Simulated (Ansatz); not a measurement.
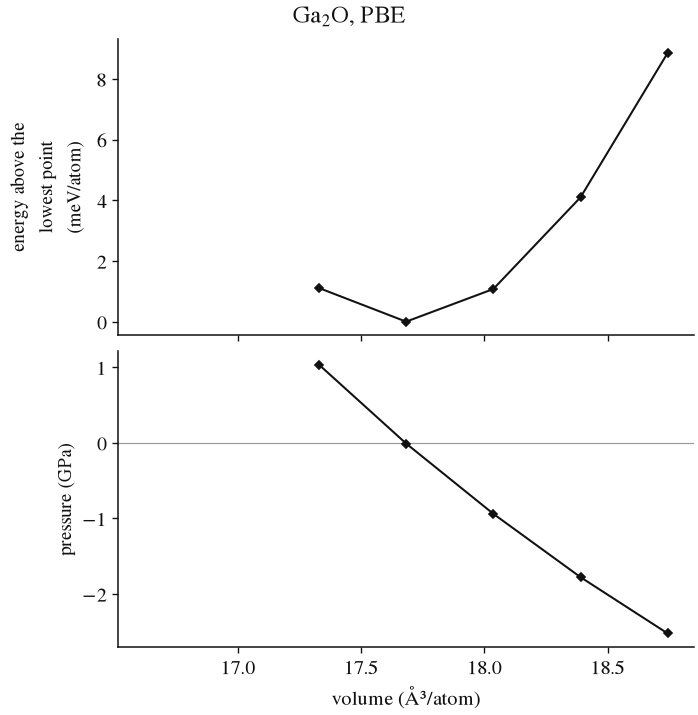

The picture above shows the energy above the lowest point and pressure against volume for Ga₂O, space group Fm-3m (No. 225) (one of a set of cubic test structures, which need not be the stable phase).

How it was computed, with Ansatz 0.2.0 development build: equation of state of a cubic crystal from periodic Kohn-Sham density functional theory without spin, third-order Birch-Murnaghan fit to the free energies; pressure corrected for the finite basis. Level: PBE.

```csv
setting,value
structure type,antifluorite
atoms in cell,3
space group number,225
lattice centring,face-centred primitive
k mesh,32×32×32
occupation method,Fermi–Dirac
occupation width,0.06123 eV
wave cutoff,420 eV
datasets,soft-1 PAW
density tolerance,1e-07 eV
bands,20
density cutoff ratio,4
search for lower states,default
```

The points at volume 16.62 Å³/atom and 16.98 Å³/atom are left out of the plot. What values does the calculation give there?

```
volume (Å³/atom)  energy above the lowest point (meV/atom)  pressure (GPa)
           16.62                                      10.9           3.510
           16.98                                       4.7           2.202
```

Keep in mind: cubic model structure, not the ambient form.
